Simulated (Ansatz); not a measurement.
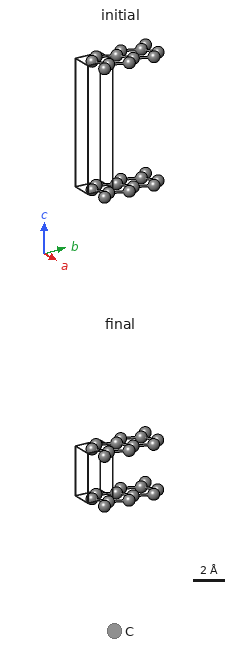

The structure of solid C (set up in P6/mmm) before (top) and after (bottom) a relaxation, at one scale.

A ball-and-stick model of the cell of the calculation, repeated 2 × 3 × 1 with one cell outlined, seen slightly off an axis.

Case: relaxed at 5 GPa.

The calculation used DFT PBEsol, scalar-relativistic, plane waves, PAW (Ansatz).

Input
```yaml
crystal:
  lattice:
    - [2.4588140218, 0.0, 0.0]
    - [-1.2294070109, 2.1293954061, 0.0]
    - [0.0, 0.0, 8.5228814217]
  atoms:
    - { symbol: C, position: [0.3333333333, 0.6666666667, 0.0] }
    - { symbol: C, position: [0.6666666667, 0.3333333333, 0.0] }
basis:
  ecutwfc: 420
kpoints:
  mp_grid: { grid: [18, 18, 6] }
hamiltonian:
  xc: pbesol
scf:
  occupations: { method: fermi_dirac, width: 0.15 }
output:
  forces: true
  stress: true
  eigenvalues: true
relax:
  adjacent_minimum: "off"
  f_tol: 0.001
  max_steps: 60
  cell: { stress_tol: 0.02, p_target: 5.0 }
```

Command:
```bash
ansatz run input.yaml --threads 1 --pin off --max-ram 3072MiB --backend cpu --events-out ev --progress --plain --runs-dir out
```

> Describe what moved and what it gained.

The energy rises by 32.9 meV per cell of the calculation in 17 accepted moves (21 points after the start). With the target pressure of 5 GPa, the enthalpy E + pV changes by −0.825 eV per cell of the calculation. All forces vanish by symmetry, so only the cell relaxes. The pressure goes from 0.00 to 4.99 GPa. The line search rejected the trial step at point 13 of the run. The SCF was repeated 3 times at an unchanged geometry on a basis and grid sized afresh for the cell, which shifted the energy by 5.0 meV per cell of the calculation at most. The atoms keep their places relative to the cell (all moves are under 0.005 Å). Cell: a = b 2.459 → 2.448 Å (−0.4 %), c 8.523 → 3.302 Å (−61.3 %). Volume −61.6 %. Among the contacts that change: C1–C2 1.420 → 1.413 Å. The space group stays P6/mmm (No. 191). Cost: 74 s on 1 thread of Intel(R) Xeon(R) Platinum 8259CL CPU @ 2.50GHz (Skylake/Cascade Lake), with other jobs on the host, peak memory 0.41 GiB.
